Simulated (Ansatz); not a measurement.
**From Cu to Ag**

System: Cu (2 atoms in the cell).
Method of run 1: DFT PBEsol, scalar-relativistic, plane waves, PAW, no spin polarisation (Ansatz 0.2.0).
System of run 2: Ag (2 atoms in the cell).

On run 1: The structure was made by swapping elements on the sites of another compound; it need not be a known phase. On run 2: The structure derives from a Materials Project entry. Text and figures count atoms from 1; the logs count them from 0 in places.

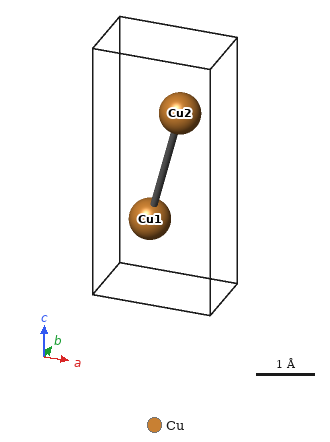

Fig. 1: The input geometry (ball-and-stick view of the cell of the calculation, seen slightly off an axis; atoms are numbered from 1 in the order of the input). An atom can appear more than once, as a periodic image. Near neighbours in the periodic cell (some may lie outside the picture): Cu has 12 Cu at 2.69 Å.

## Input file, run 1
```yaml
crystal:
  lattice:
    - [2.6902152596, 0.0, 0.0]
    - [-1.3451076298, 2.3297947565, 0.0]
    - [0.0, 0.0, 4.4016000673]
  atoms:
    - { symbol: Cu, position: [0.3333333333, 0.6666666667, 0.25] }
    - { symbol: Cu, position: [0.6666666667, 0.3333333333, 0.75] }
basis:
  ecutwfc: 420
kpoints:
  mp_grid: { grid: [12, 12, 4] }
hamiltonian:
  xc: pbesol
scf:
  occupations: { method: gaussian, width: 0.1 }
output:
  forces: true
  stress: true
  eigenvalues: true
relax:
  adjacent_minimum: "off"
  f_tol: 0.05
  max_steps: 60
  cell: { stress_tol: 0.5 }
```

Launched with:
```bash
ansatz run input.yaml --threads 1 --pin off --max-ram 2560MiB --backend cpu --events-out ev --progress --plain --runs-dir out
```

Hardware: 1 thread of Intel Xeon @ 2.50GHz (Skylake/Cascade Lake), 32 GiB of memory available, shared host.

## Output, shortened to warnings, some set-up lines, iterations and results (run 1)
```
Basis set: ecut = 420 eV, 549 PW (Γ), exchange–correlation on 36×36×60 points (8 copies of the dense FFT grid, shifted against one another)
Symmetry: 24 space group operations
k-points: 57 of 576
Initial density: superposition of atomic densities (neutral atoms: chi_scale 0, normalization atom), corrected by the library's trained network
[...]
SCF iter   1: F=—  HF=-13177.156234 eV  |F-HF|=—  |Δ(HF+E_count)|=         —  Δρ=2.11e-2  dr2=6.68e-2  ethr=1.77e-3  ⟨swp⟩=4.7  Hψ=4810  notcnv=0
SCF iter   2: F=—  HF=-13177.143391 eV  |F-HF|=—  |Δ(HF+E_count)|=   1.28e-2  Δρ=2.64e-3  dr2=1.33e-3  ethr=1.76e-4  ⟨swp⟩=2.0  Hψ=2367  notcnv=0  defer=13
SCF iter   3: F=—  HF=-13177.142937 eV  |F-HF|=—  |Δ(HF+E_count)|=   4.54e-4  Δρ=2.21e-3  dr2=9.74e-4  ethr=3.49e-6  ⟨swp⟩=1.8  Hψ=1638  notcnv=0  defer=13
SCF iter   4: F=—  HF=-13177.142594 eV  |F-HF|=—  |Δ(HF+E_count)|=   3.43e-4  Δρ=2.22e-4  dr2=7.42e-6  ethr=2.56e-6  ⟨swp⟩=2.6  Hψ=1915  notcnv=0  defer=13
SCF iter   5: F=—  HF=-13177.142628 eV  |F-HF|=—  |Δ(HF+E_count)|=   3.40e-5  Δρ=5.97e-5  dr2=7.81e-7  ethr=1.95e-8  ⟨swp⟩=2.0  Hψ=2383  notcnv=0  defer=13
[... 30 lines ...]
SCF iter   4: F=—  HF=-13177.518337 eV  |F-HF|=—  |Δ(HF+E_count)|=   7.45e-6  Δρ=1.54e-5  dr2=1.30e-8  ethr=8.35e-9  ⟨swp⟩=2.0  Hψ=1894  notcnv=0
SCF iter   5: F=-13177.518337 eV  HF=-13177.518337 eV  |F-HF|=1.20e-10  |Δ(HF+E_count)|=   9.88e-9  Δρ=9.70e-7  dr2=8.46e-11  ethr=3.43e-11  ⟨swp⟩=2.8  Hψ=2519  notcnv=0
SCF iter   6: F=-13177.518337 eV  HF=-13177.518337 eV  |F-HF|=3.64e-12  |Δ(HF+E_count)|=  2.36e-11  Δρ=8.47e-8  dr2=3.06e-13  ethr=1.00e-12  ⟨swp⟩=2.1  Hψ=4040  notcnv=0
SCF 5 converged in 6 iterations: F = -13177.518337 eV  dr2 = 3.06e-13
relax step   5: F+E_penalty+E_count = -13177.51833675 eV  Δ(F+E_penalty+E_count) = +3.887e-3 eV  max|allowed force component| = 1.388e-17 eV/Å  Δτ_max = 0.0000 Å  P = -0.324 …
basis re-selected at this cell: Δ(F+E_penalty+E_count) = +3.887e-3 eV, ΔP = +0.047 GPa vs the last step (what re-selecting the basis moved, of the pressure what is left beyond the Pulay correction that the steps carried, after the strain that the cell walked since its last selection, with what the …
SCF converged after 6 iterations
Free energy (F): -13177.518337 eV
Harris-Foulkes:  -13177.518337 eV  (|F-HF|=3.64e-12)
Internal energy: -13177.510611 eV  (E = F + TS)
E sigma→0 (E₀):  -13177.514474 eV
Entropy (-TS):   -0.007725 eV (-3.863 meV/atom)
Fermi energy:    17.341103 eV
--- Per-component energies (eV) ---
  E_band       = -692.940731
  E_kinetic    = 601.156791
  E_local      = -7946.959571  (includes V_loc(G=0)·N_el)
  E_nonlocal   = 781.865027
  E_hartree    = 3499.587474
  E_xc         = -178.789174
  E_vxc        = -231.760284  (∫ρ·V_xc dr)
  E_paw        = -3251.360839  (= ΣΔE_a)
  E_vpaw       = -896.418165  (= ΣTr[D̂ρ^β])
  E_aug_tail   = 0.000503  (compensation charges beyond the density's cutoff)
  E_ewald      = -6683.423226
  E_core_change = 0.412404  (= ΣΔE_core)
  E_smearing   = -0.007725  (= −TS)
  E_closure    = -0.000000  (closes the sum)
  Σ components = -13177.518337   (vs F -13177.518337, Δ=0.00e0)
--- Forces (eV/Å), atoms counted from 1 ---
  atom   1  Cu     0.00000000     0.00000000     0.00000000
  atom   2  Cu    -0.00000000    -0.00000000     0.00000000
  max |Σ_I F_I| component: 0.00e0 eV/Å
--- Stress (GPa, compression-positive) ---
       -0.354233      -0.000000       0.000000
       -0.000000      -0.354233       0.000000
        0.000000       0.000000      -0.262140
  P = ⅓ Tr σ = -0.3235 GPa (-3.235 kbar)
--- Relaxed structure (4 steps of the walk, 4 accepted, 1 SCFs on fresh bases) ---
  F+E_penalty+E_count = -13177.51833675 eV   max|allowed force component| = 1.388e-17 eV/Å   (the final SCF, on the basis selected at the relaxed cell)
  cell:  # Å, volume = 22.6712 Å³
    - [2.5232603329968897, 0.0, 0.0]
    - [-1.2616301664984448, 2.185207548736889, 0.0]
    - [0.0, 0.0, 4.111691067696614]
  atoms:
    - { symbol: Cu, position: [0.3333333333333333, 0.6666666666666666, 0.25] }
    - { symbol: Cu, position: [0.6666666666666666, 0.3333333333333333, 0.7500000000000001] }
```

For run 2 the input was changed thus:
```diff
-    - [2.6902152596, 0.0, 0.0]
-    - [-1.3451076298, 2.3297947565, 0.0]
-    - [0.0, 0.0, 4.4016000673]
+    - [2.9222991408, 0.0, 0.0]
+    - [-1.4611495704, 2.5307852934, 0.0]
+    - [0.0, 0.0, 4.70166181]
-    - { symbol: Cu, position: [0.3333333333, 0.6666666667, 0.25] }
-    - { symbol: Cu, position: [0.6666666667, 0.3333333333, 0.75] }
+    - { symbol: Ag, position: [0.33333333, 0.66666667, 0.25] }
+    - { symbol: Ag, position: [0.66666667, 0.33333333, 0.75] }
-  mp_grid: { grid: [12, 12, 4] }
+  mp_grid: { grid: [18, 18, 10] }
-  f_tol: 0.05
-  max_steps: 60
-  cell: { stress_tol: 0.5 }
+  f_tol: 0.005
+  max_steps: 80
+  cell: { stress_tol: 0.05 }
```

What does this change do to the results?

The total energies belong to different systems, so their difference says nothing on which is more stable or more accurate. The pressure goes from −0.32 to 0.02 GPa. The volume per atom goes from 11.34 to 16.70 Å³. The SCF takes 33 iterations over all geometry steps against 30. The irreducible k-points go from 57 to 222. On the same kind of shared host run 2 took about 4.8 times as long.

## Output, shortened to warnings, some set-up lines, iterations and results (run 2)
```
Basis set: ecut = 420 eV, 687 PW (Γ), exchange–correlation on 40×40×64 points (8 copies of the dense FFT grid, shifted against one another)
Symmetry: 24 space group operations
k-points: 222 of 3240
Initial density: superposition of atomic densities (neutral atoms: chi_scale 0, normalization atom), corrected by the library's trained network
[...]
SCF iter   1: F=—  HF=-15044.469778 eV  |F-HF|=—  |Δ(HF+E_count)|=         —  Δρ=9.69e-3  dr2=3.03e-2  ethr=1.77e-3  ⟨swp⟩=4.5  Hψ=18689  notcnv=0
SCF iter   2: F=—  HF=-15044.462005 eV  |F-HF|=—  |Δ(HF+E_count)|=   7.77e-3  Δρ=2.57e-3  dr2=2.04e-3  ethr=7.96e-5  ⟨swp⟩=2.3  Hψ=9561  notcnv=0
SCF iter   3: F=—  HF=-15044.461469 eV  |F-HF|=—  |Δ(HF+E_count)|=   5.36e-4  Δρ=1.05e-3  dr2=2.07e-4  ethr=5.37e-6  ⟨swp⟩=2.3  Hψ=6742  notcnv=0  defer=3
SCF iter   4: F=—  HF=-15044.461451 eV  |F-HF|=—  |Δ(HF+E_count)|=   1.77e-5  Δρ=1.66e-4  dr2=5.16e-6  ethr=5.44e-7  ⟨swp⟩=2.9  Hψ=9953  notcnv=0  defer=3
SCF iter   5: F=—  HF=-15044.461442 eV  |F-HF|=—  |Δ(HF+E_count)|=   9.48e-6  Δρ=4.03e-5  dr2=5.69e-7  ethr=1.36e-8  ⟨swp⟩=2.7  Hψ=9715  notcnv=0  defer=3
[... 35 lines ...]
SCF iter   4: F=—  HF=-15044.482145 eV  |F-HF|=—  |Δ(HF+E_count)|=   1.14e-8  Δρ=1.29e-6  dr2=4.66e-10  ethr=3.60e-11  ⟨swp⟩=2.5  Hψ=8421  notcnv=0
SCF iter   5: F=—  HF=-15044.482145 eV  |F-HF|=—  |Δ(HF+E_count)|=  8.37e-11  Δρ=2.66e-7  dr2=2.11e-11  ethr=1.23e-12  ⟨swp⟩=2.1  Hψ=9359  notcnv=0
SCF iter   6: F=-15044.482145 eV  HF=-15044.482145 eV  |F-HF|=3.64e-12  |Δ(HF+E_count)|=  3.64e-12  Δρ=7.29e-8  dr2=1.58e-12  ethr=1.00e-12  ⟨swp⟩=4.7  Hψ=19254  notcnv=0
SCF 6 converged in 6 iterations: F = -15044.482145 eV  dr2 = 1.58e-12
relax step   6: F+E_penalty+E_count = -15044.48214511 eV  Δ(F+E_penalty+E_count) = +4.190e-4 eV  max|allowed force component| = 2.429e-17 eV/Å  Δτ_max = 0.0000 Å  P = +0.016 …
basis re-selected at this cell: Δ(F+E_penalty+E_count) = +4.190e-4 eV, ΔP = +0.009 GPa vs the last step (what re-selecting the basis moved, of the pressure what is left beyond the Pulay correction that the steps carried, after the strain that the cell walked since its last selection, with what the …
SCF converged after 6 iterations
Free energy (F): -15044.482145 eV
Harris-Foulkes:  -15044.482145 eV  (|F-HF|=3.64e-12)
Internal energy: -15044.477525 eV  (E = F + TS)
E sigma→0 (E₀):  -15044.479835 eV
Entropy (-TS):   -0.004620 eV (-2.310 meV/atom)
Fermi energy:    17.608907 eV
--- Per-component energies (eV) ---
  E_band       = -457.030546
  E_kinetic    = 1054.985809
  E_local      = -4322.808502  (includes V_loc(G=0)·N_el)
  E_nonlocal   = 164.906143
  E_hartree    = 1968.562031
  E_xc         = -367.670369
  E_vxc        = -469.146975  (∫ρ·V_xc dr)
  E_paw        = -7668.921395  (= ΣΔE_a)
  E_vpaw       = -822.091766  (= ΣTr[D̂ρ^β])
  E_aug_tail   = 0.000600  (compensation charges beyond the density's cutoff)
  E_ewald      = -5874.177320
  E_core_change = 0.645478  (= ΣΔE_core)
  E_smearing   = -0.004620  (= −TS)
  E_closure    = 0.000000  (closes the sum)
  Σ components = -15044.482145   (vs F -15044.482145, Δ=0.00e0)
--- Forces (eV/Å), atoms counted from 1 ---
  atom   1  Ag     0.00000000     0.00000000    -0.00000000
  atom   2  Ag    -0.00000000    -0.00000000     0.00000000
  max |Σ_I F_I| component: 2.31e-18 eV/Å
--- Stress (GPa, compression-positive) ---
        0.011901      -0.000000      -0.000000
       -0.000000       0.011901      -0.000000
       -0.000000      -0.000000       0.025195
  P = ⅓ Tr σ = 0.0163 GPa (0.163 kbar)
--- Relaxed structure (5 steps of the walk, 4 accepted, 1 SCFs on fresh bases) ---
  F+E_penalty+E_count = -15044.48214511 eV   max|allowed force component| = 2.429e-17 eV/Å   (the final SCF, on the basis selected at the relaxed cell)
  cell:  # Å, volume = 33.3913 Å³
    - [2.8669917747214644, 2.902628752140371e-33, -2.2991118828834625e-34]
    - [-1.4334958873607322, 2.4828877093498205, -9.94136688167365e-19]
    - [-3.699021221246468e-34, -1.8468949194840434e-18, 4.690833249634582]
  atoms:
    - { symbol: Ag, position: [0.3333333333333334, 0.6666666666666669, 0.25] }
    - { symbol: Ag, position: [0.6666666666666666, 0.3333333333333334, 0.7499999999999999] }
```

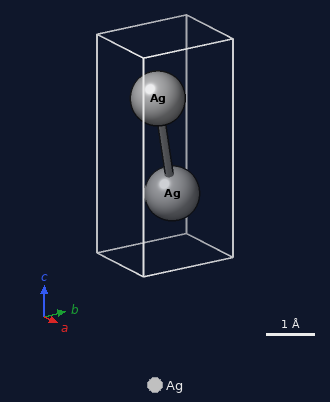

Fig. 2: The input structure of run 2 (ball-and-stick view of the cell of the calculation, seen slightly off an axis). An atom can appear more than once, as a periodic image.

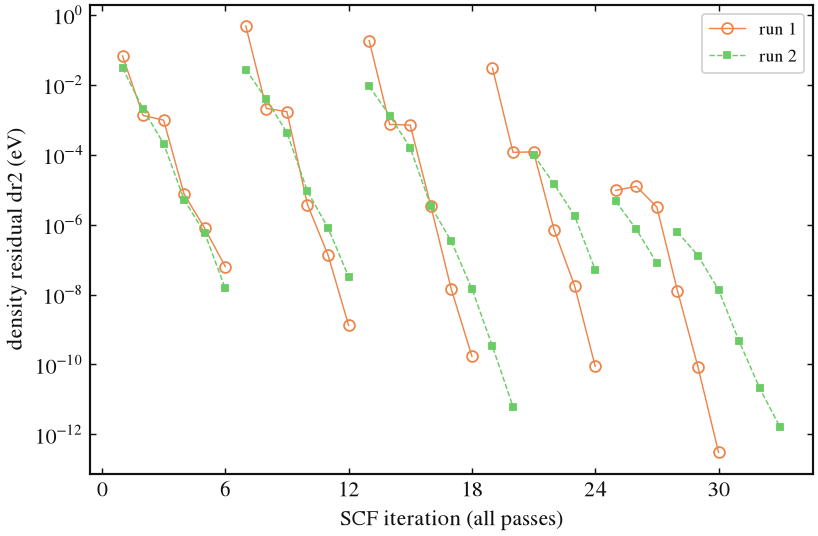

Fig. 3: Convergence of the two runs: density residual dr2 against the SCF iteration. A break in a curve parts two SCF passes. Run 1 takes 30 iterations in all, and run 2 takes 33.

## The two runs side by side

```tsv
quantity	run 1	run 2
outcome	converged	converged
free energy per atom (eV)	−6588.7592	−7522.2411
energy per atom, smearing taken to zero (eV)	−6588.7572	−7522.2399
gap on the mesh (eV)	0.00	0.00
pressure (GPa)	−0.32	0.02
volume per atom (Å³)	11.34	16.70
largest force (eV/Å)	0.000	0.000
SCF iterations	30	33
irreducible k-points	57	222
wall time (shared host)	9.3 s	44 s
```
